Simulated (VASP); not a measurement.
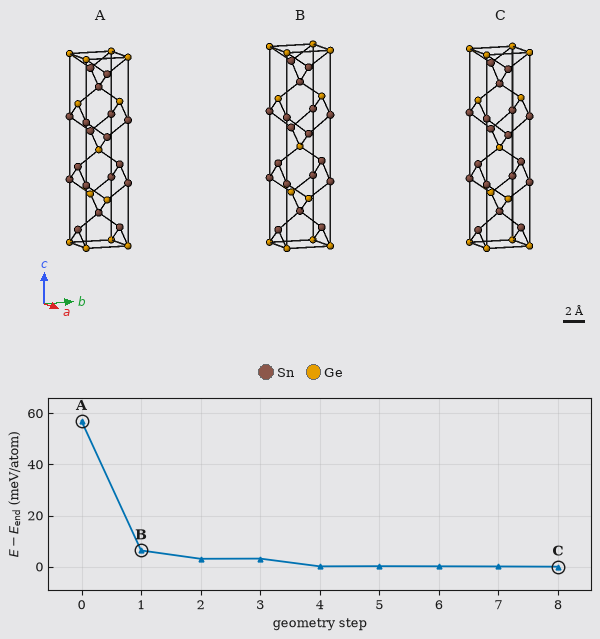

Frames of a relaxation of a crystal of Sn2Ge (a generated structure, set up in I4_1/amd), marked on the history of the run. A ball-and-stick model of the conventional cell (2 times the calculation's cell), seen slightly off an axis. Lengths and directions refer to the drawn axes.

The run lets cell and atoms move.

Computed with Kohn-Sham DFT of a periodic cell, PBE, VASP PAW PBE potentials, recommended in VASP.

Input
```
SYSTEM = Sn2Ge
  PREC = Normal
  ENCUT = 520
  EDIFF = 1E-4
  ISMEAR = 0
  SIGMA = 0.15
  LREAL = .False.
  LASPH = .True.
  NELM = 60
  ALGO = Fast
  ISIF = 3
  LWAVE = .False.
  LCHARG = .False.
  GGA = PE
  IBRION = 2
  NSW = 24
  EDIFFG = -0.08
  KPAR = 2
```

Run as
```bash
cat potpaw_PBE.64/Sn_d/POTCAR potpaw_PBE.64/Ge_d/POTCAR > POTCAR
mpirun -np 2 vasp_std > vasp.out
```

> What happens along the run?

The largest moves relative to the cell, 0.067 Å, are those of Sn atoms. Ge stays in place. The volume changes by +8.2 %, with a = b 4.390 → 4.509 Å (+2.7 %), c 18.600 → 19.078 Å (+2.6 %). Near-neighbour distances that change, for instance: Sn–Sn 2.688 → 2.838 Å, Ge–Sn 2.687 → 2.721 Å. Bond angles that change, for instance: Sn–Sn–Sn 109.5° → 105.2°, Sn–Ge–Sn 109.6° → 111.9°, Ge–Sn–Ge 109.6° → 111.9°. The space group stays I4_1/amd (No. 141). After 8 geometry steps the energy has fallen by 57.0 meV per atom. The largest force component goes from 1.2 to 0.056 eV/Å. Pressure: 4.40 GPa at the start and −0.25 GPa at the end. From step 0 to 1: Sn atoms move most (0.06 Å), volume +12.3 %, energy −50.6 meV per atom. From step 1 to 8: volume −3.7 %, energy −6.3 meV per atom.
